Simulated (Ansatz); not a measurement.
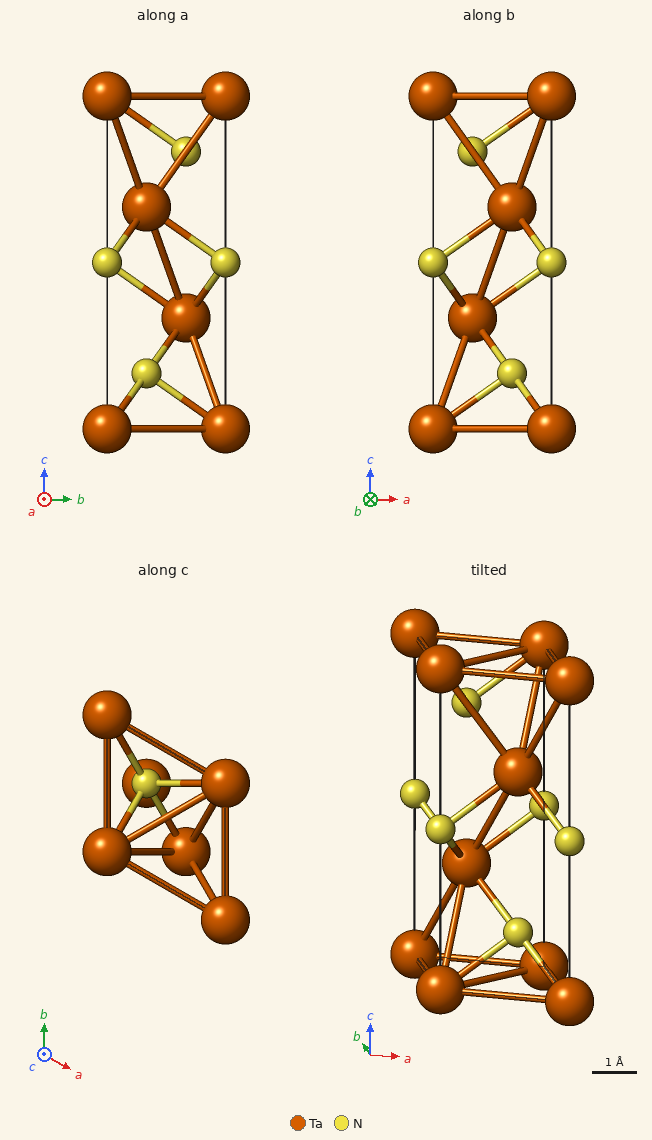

Ball-and-stick representation of a periodic structure, projected along the a axis, along the b axis, along the c axis and slightly off an axis. Thin lines show the unit cell, with boundary atoms drawn in all their periodic places.

Lattice parameters: a = 3.130 Å, b = 3.130 Å, c = 7.619 Å, α = 90.00°, β = 90.00°, γ = 120.00°. Put a along x and b in the xy plane.

Write down what is shown as a POSCAR file.

Answer.
```
Ta N
1.0
     3.130    0.000    0.000
    -1.565    2.711    0.000
     0.000    0.000    7.619
Ta N
3 3
Direct
  0.0000 0.0000 0.0000
  0.3333 0.6667 0.3333
  0.6667 0.3333 0.6667
  0.6667 0.3333 0.1667
  0.0000 0.0000 0.5000
  0.3333 0.6667 0.8333
```

Its origin is a structure type filled with these elements by a generator (whether the compound takes this form wasn't checked). Earlier steps of the study may have refined or changed the cell and positions. Ansatz was used for an electronic-structure calculation on it.
